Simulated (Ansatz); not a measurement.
**MgI$_{2}$: densities and their changes**

Space group P-3m1.

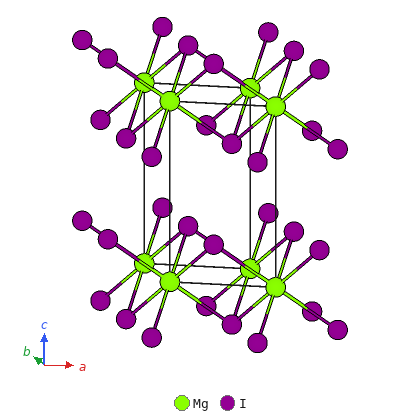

The conventional cell.

Input

```
crystal:
  lattice:
    - [4.14, 0.0, 0.0]
    - [-2.07, 3.5853451717, 0.0]
    - [0.0, 0.0, 6.88]
  atoms:
    - { symbol: Mg, position: [0.0, 0.0, 0.0] }
    - { symbol: I, position: [0.3333333333, 0.6666666667, 0.25] }
    - { symbol: I, position: [0.6666666667, 0.3333333333, 0.75] }
basis:
  ecutwfc: 420
  fft_grid_basis: typed
kpoints:
  mp_grid: { grid: [9, 9, 4] }
hamiltonian:
  xc: pbe
  pseudopotentials: { kind: paw }
scf:
  occupations: { method: gaussian, width: 0.05 }
output:
  forces: true
  stress: true
  eigenvalues: true
  bader: true
  write_density: true
  volumetric_format: npy
  elf: true
```

Run with:

```sh
ansatz run input.yaml --threads 1 --pin off --max-ram 2560MiB --backend cpu --events-out ev --progress --plain --runs-dir out
```

The picture shows the conventional cell (a = 4.14 Å, b = 4.14 Å, c = 6.88 Å, α = 90.00°, β = 90.00°, γ = 120.00°).

Level of theory: Ansatz 0.2.0, DFT PBE, scalar-relativistic, plane waves, PAW.

Core electrons are frozen (PAW), so the maps are meaningful between the atoms, not at the nuclei.

Part 1: Bonding charge

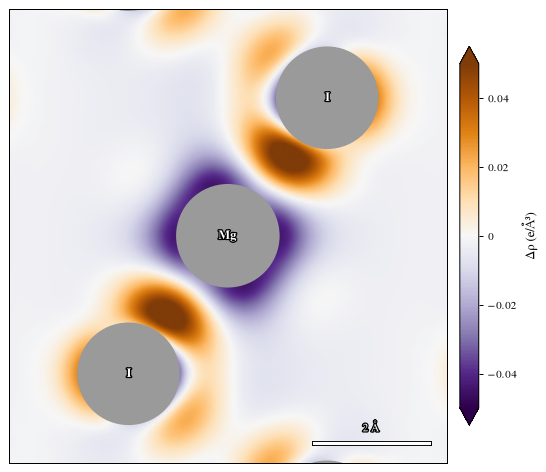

Deformation density (self-consistent density less superposed neutral spherical atoms): a map on the (110) plane of the conventional cell, with grey discs over the atomic cores. Cores are masked to 0.9 Å (Mg) and 0.9 Å (I).

**Describe the bonding charge.**

I–Mg (2.94 Å): Δρ is +0.05 e/Å³ at the midpoint.
Over the whole cell, outside the masked cores, the largest gain, 0.06 e/Å³, lies 1.3 Å from an iodine nucleus and 1.7 Å from a magnesium one, and the largest loss lies at the edge of the masked core of Mg.
In all about 0.16 e an atom is rearranged against the free atoms.
Bader charges: Mg +1.62 and I −0.81 e.

Part 2: Change of volume

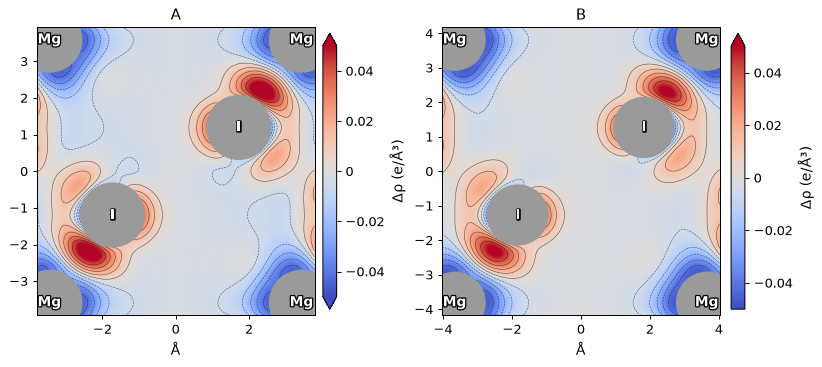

MgI$_{2}$: deformation density on the (110) plane of the conventional cell at two volumes, with the same fractional coordinates and one colour scale. Grey discs cover the cores.

**How do the two volumes compare, and how does the bonding charge respond?**

B is the larger cell: B has 120 % of the volume of A.
- From A to B, I–Mg goes from 2.94 to 3.13 Å, and Δρ at its midpoint from +0.05 to +0.04 e/Å³.
- The pressure is 0.6 GPa in A and −3.2 GPa in B.
- Bader charges in A: Mg +1.62 and I −0.81 e; in B: Mg +1.60 and I −0.80 e.
- The rearranged charge is 0.16 e an atom in A and 0.17 e in B.
- The scaled cell isn't relaxed: forces reach 0.8 eV/Å.

Part 3: Doping

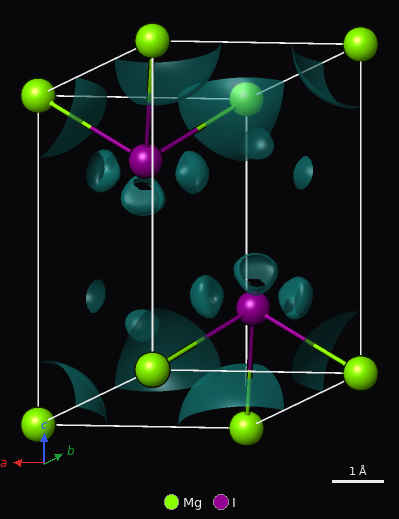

Where the extra electron sits when 0.5 electron is added to the 3-atom cell of the calculation (uniform compensating background, atoms fixed); the change of density for each carrier, counted positive where the carrier is: teal surfaces at +0.02, none at −0.02 1/Å³, in the conventional cell seen at an oblique angle (the regions close to the nuclei are left out). Cores are masked to 0.9 Å (Mg) and 0.9 Å (I).

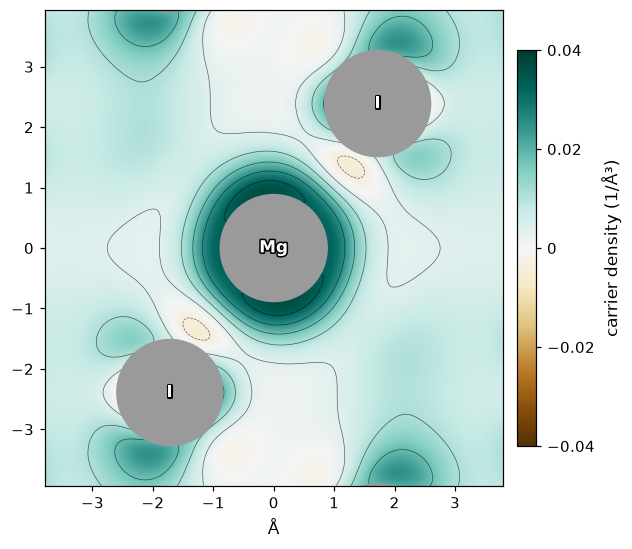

Second picture: a map on the (110) plane of the conventional cell, with grey discs over the atomic cores.

**On which atoms does the carrier sit?**

Summed over atomic cells sized by the Bader volumes, the added electron divides as I about 80 % and Mg about 20 %; the most favoured element is Mg, which fills less than 10 % of the volume. Over the whole cell, outside the cores, it is densest 1.0 Å from a magnesium nucleus. The counter-flow of charge adds up to under 0.1 e for each carrier. These are shares of the net change, screening included; the states that take the carrier can be more concentrated. This is very heavy doping, far beyond the dilute limit.

Part 4: Putting it together

Charge passes from Mg (Pauling electronegativity 1.31) to I (2.66), the direction that the scale predicts; the Bader charges fall short of whole formal charges, as they usually do. The two pressures give a mean stiffness −ΔP/Δln V of about 21 GPa over this range, with the atoms held at their fractional positions.
